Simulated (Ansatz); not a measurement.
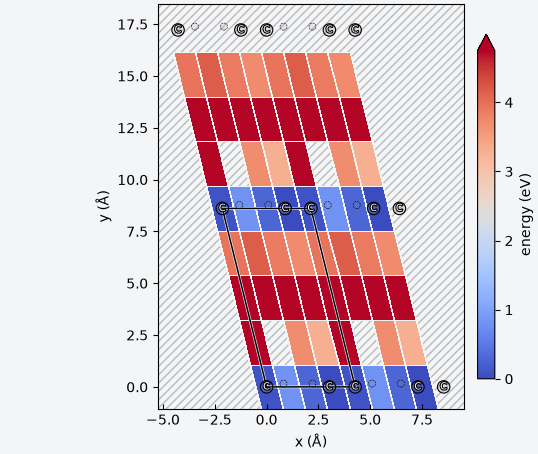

Energy landscape of O on a C(111) slab cut from the P6/mmm phase, its upper half relaxed before the scan (20 atoms of substrate and one adsorbate in a 2 × 1 cell). O is moved over the surface cell; relaxed at each place: the height of the adsorbate's atoms; substrate rigid; the origin of the map has the adsorbate above C17. Places are given modulo a cell vector. The map is drawn in real space over the plane of the surface. The scan uses a 4 × 4 grid. At 1 point there is no value. Places are given in fractions of the 1 × 1 surface cell. Energies are in eV, from the lowest grid point. At some places the adsorbate sinks to or below the level of the top layer. All numbers below come from DFT PBE, scalar-relativistic, plane waves, PAW (Ansatz). Settings: cutoff 420 eV, k-mesh 4×3×1, gaussian smearing 0.1 eV, no spin polarisation.

The picture shows one coloured cell a grid point, labelled circles for the atoms of the top layer and small ones for the second layer, the outline of one cell of the 2 × 2 shown, one colour for all values above the top of the scale, hatched blanks where no value was computed. 

Q: Where are the lowest and the highest points?

A: The lowest grid point is at (3/4, 0/4) of the cell vectors [nearest 1 C at 1.37 Å]. The highest grid point, a place at or below the level of the top layer, (0/4, 2/4) of the cell vectors, lies 4.75 eV above the lowest.

The values on the grid:

| second ↓, first → | 0/4 | 1/4 | 2/4 | 3/4 |
| --- | --- | --- | --- | --- |
| 3/4 | 3.95 | 4.18 | 3.89 | 3.73 |
| 2/4 | 4.75 | 4.75 | 4.75 | 4.75 |
| 1/4 | 4.74 | – | 3.70 | 3.29 |
| 0/4 | 0.09 | 0.78 | 0.29 | 0.00 |

The input of one point:

```yaml
crystal:
  lattice:
    - [8.5436715405, 0.0, 0.0]
    - [-2.1359178851, 8.6110540208, 0.0]
    - [0.0, 0.0, 20.2788032239]
  atoms:
    - { symbol: C, position: [0.0782061927, 0.9794914374, 0.197250299] }
    - { symbol: C, position: [0.5782061927, 0.9794914374, 0.197250299] }
    - { symbol: C, position: [0.411539526, 0.9794914374, 0.197250299] }
    - { symbol: C, position: [0.911539526, 0.9794914374, 0.197250299] }
    - { symbol: C, position: [0.3230790521, 0.9589828748, 0.2574344206] }
    - { symbol: C, position: [0.823079052, 0.9589828748, 0.2574344206] }
    - { symbol: C, position: [0.1564123854, 0.9589828748, 0.2574344206] }
    - { symbol: C, position: [0.6564123854, 0.9589828748, 0.2574344206] }
    - { symbol: C, position: [0.0669022322, 0.9383832545, 0.3175270258] }
    - { symbol: C, position: [0.5669022322, 0.9383832545, 0.3175270258] }
    - { symbol: C, position: [0.4022890672, 0.9383830569, 0.3175270292] }
    - { symbol: C, position: [0.9022890672, 0.9383830569, 0.3175270292] }
    - { symbol: C, position: [0.3111132839, 0.9176696404, 0.3778998177] }
    - { symbol: C, position: [0.8111132839, 0.9176696404, 0.3778998177] }
    - { symbol: C, position: [0.1477212297, 0.9176696493, 0.3778997293] }
    - { symbol: C, position: [0.6477212297, 0.9176696493, 0.3778997293] }
    - { symbol: C, position: [0.0473700365, 0.898797004, 0.4329048735] }
    - { symbol: C, position: [0.5473700365, 0.898797004, 0.4329048735] }
    - { symbol: C, position: [0.4020265048, 0.8987962851, 0.4329053903] }
    - { symbol: C, position: [0.9020265048, 0.8987962851, 0.4329053903] }
    - { symbol: O, position: [0.4223700365, 0.898797004, 0.4996506251] }
basis:
  ecutwfc: 420
kpoints:
  mp_grid: { grid: [4, 3, 1] }
hamiltonian:
  xc: pbe
  pseudopotentials: { kind: paw, azcp: { folder: soft_1 } }
scf:
  occupations: { method: gaussian, width: 0.1 }
output:
  forces: true
  eigenvalues: true
relax:
  adjacent_minimum: "off"
  f_tol: 0.025
  max_steps: 16
  constraints:
    - { sites: [0, 1, 2, 3, 4, 5, 6, 7, 8, 9, 10, 11, 12, 13, 14, 15, 16, 17, 18, 19] }
    - { sites: [20], fix: xy }
efield:
  axis: 3
  dipole_correction: true
  ramp_width: 0.04
```

Each point was launched as `ansatz run input.yaml --threads 4 --pin off --max-ram 12288MiB --backend cpu --events-out ev --progress --plain --runs-dir out`. The whole map (15 points run) took 23 min on 4 threads of Arm Neoverse V1 (shared host).
